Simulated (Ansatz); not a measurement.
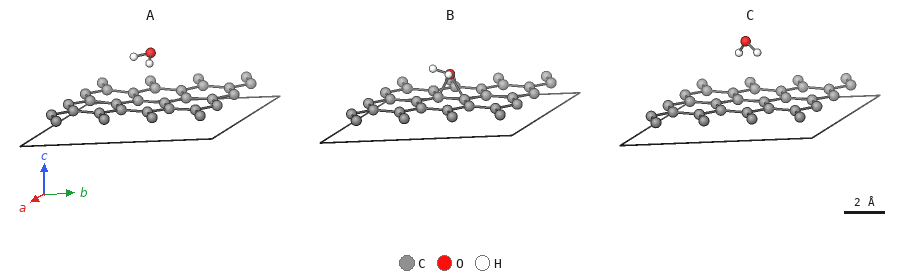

3 geometries from one relaxation of a slab of composition H2C32O, in shuffled order. Style: ball-and-stick. Shown: the cell of the calculation, outlined in the plane, without the vacuum (origin shifted), slightly off an axis.

It is H2O on graphene monolayer, set down by a guess. The run prepares an end point of a later path (molecule hop) calculation, from a guessed geometry.

These are results of DFT PBE-D3(BJ), scalar-relativistic, plane waves, PAW (Ansatz 0.2.0), not measurements. (plane-wave cutoff 420 eV; k-point mesh 2 × 2 × 1; occupations fermi dirac; smearing width 0.02 eV; no spin polarisation; atoms relaxed in a fixed cell; force threshold 0.03 eV/Å; at most 60 steps)

Order the frames from highest to lowest energy.

Answer. B, A, C. They are steps 0, 6, 22, at +9.711 eV per cell of the calculation, +0.320 eV per cell of the calculation relative to the last. After 20 accepted moves (22 points after the start) the energy has fallen by 9.711 eV per cell of the calculation. The largest force component goes from 16 to 0.023 eV/Å. The line search rejected the trial steps at points 12, 14 of the run. The forces were under the threshold at step 13, but the run went on from there. The O atom moves most relative to the layer's centre: 2.08 Å at 23° to the normal (+c side). By element the largest moves are O 2.08 Å, H 1.43 Å, C 0.15 Å. The cell doesn't change. Some distances before and after: C–O 1.448 → 3.543 Å, C–O 1.487 → 3.520 Å, H–O 0.959 → 0.970 Å. Bonds break: C–O (1.45 → 3.54 Å), C–O (1.49 → 3.52 Å). Cost: 82 s on 2 threads of AMD EPYC 9B45 (Zen 5), with other jobs on the host, peak memory 1.8 GiB.
